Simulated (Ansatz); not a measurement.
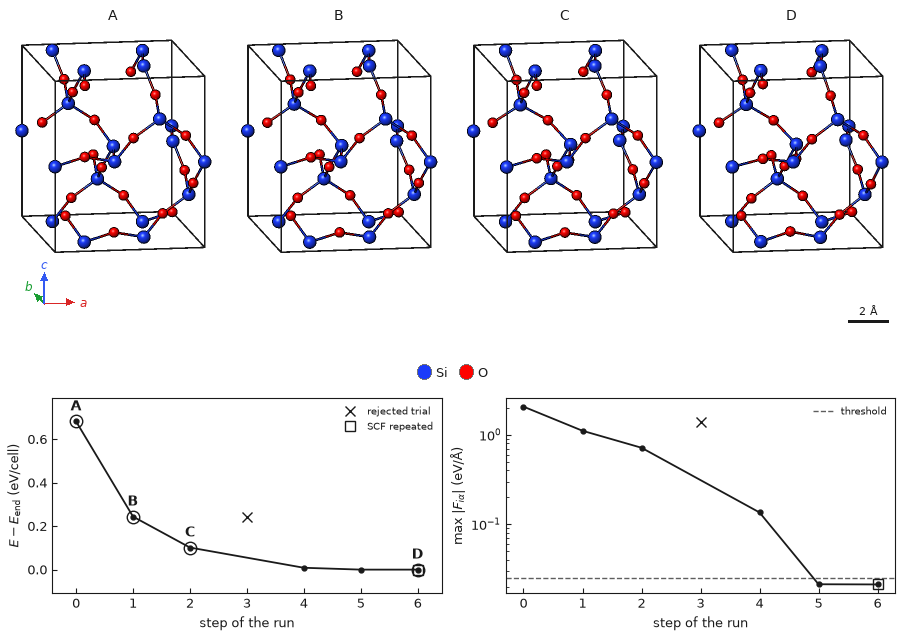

Frames of a relaxation of a defect cell of composition Si₁₂O₂₃, marked on the history of the run. A ball-and-stick model of the cell of the calculation (origin shifted), seen slightly off an axis.

Case: O vacancy (site j), charge +0, atoms relaxed at the host's cell.

Theory: Ansatz 0.2.0, DFT PBE, scalar-relativistic, plane waves, PAW. (plane-wave cutoff 420 eV; k-point mesh 2 × 2 × 2; occupations gaussian; smearing width 0.01 eV; mesh shifted by (0.5, 0.5, 0.5); no spin polarisation; atoms relaxed in a fixed cell; force threshold 0.025 eV/Å; at most 45 steps)

**What happens along the run?**

Over 4 accepted moves (6 points after the start) the energy falls by 0.682 eV per cell of the calculation. Largest force component: 2.1 eV/Å at the start, 0.021 eV/Å at the end. The line search rejected the trial step at point 3 of the run. 1 step only repeated the SCF at the same geometry. The largest moves, 0.27 Å, are those of Si atoms. By element the largest moves are Si 0.27 Å, O 0.26 Å. The cell stays as it was. Among the contacts that change: Si–Si 3.159 → 2.636 Å, O–Si 1.623 → 1.660 Å, O–Si 1.623 → 1.639 Å. Bond angles that change, for instance: Si–O–Si 153.6° → 146.2°, Si–O–Si 153.6° → 159.7°, O–Si–O 110.9° → 104.9°. From step 0 to 1: Si atoms move most (0.13 Å), energy −0.438 eV per cell of the calculation. From step 1 to 2: Si atoms move most (0.16 Å), energy −0.142 eV per cell of the calculation. From step 2 to 6: O atoms move most (0.13 Å), energy −0.102 eV per cell of the calculation.

```json
{"step": "0", "E − E(0), meV/atom": "0.00", "largest force component, eV/Å": "2.0639", "note": ""}
{"step": "1", "E − E(0), meV/atom": "-12.51", "largest force component, eV/Å": "1.1090", "note": ""}
{"step": "2", "E − E(0), meV/atom": "-16.58", "largest force component, eV/Å": "0.7163", "note": ""}
{"step": "3", "E − E(0), meV/atom": "-12.58", "largest force component, eV/Å": "1.4076", "note": "rejected"}
{"step": "4", "E − E(0), meV/atom": "-19.23", "largest force component, eV/Å": "0.1355", "note": ""}
{"step": "5", "E − E(0), meV/atom": "-19.48", "largest force component, eV/Å": "0.0213", "note": ""}
{"step": "6", "E − E(0), meV/atom": "-19.48", "largest force component, eV/Å": "0.0212", "note": "same geometry, SCF repeated"}
```

Limits of the set-up: the periodic images lie only 7.6 Å apart, so the values are limited by the cell's size.
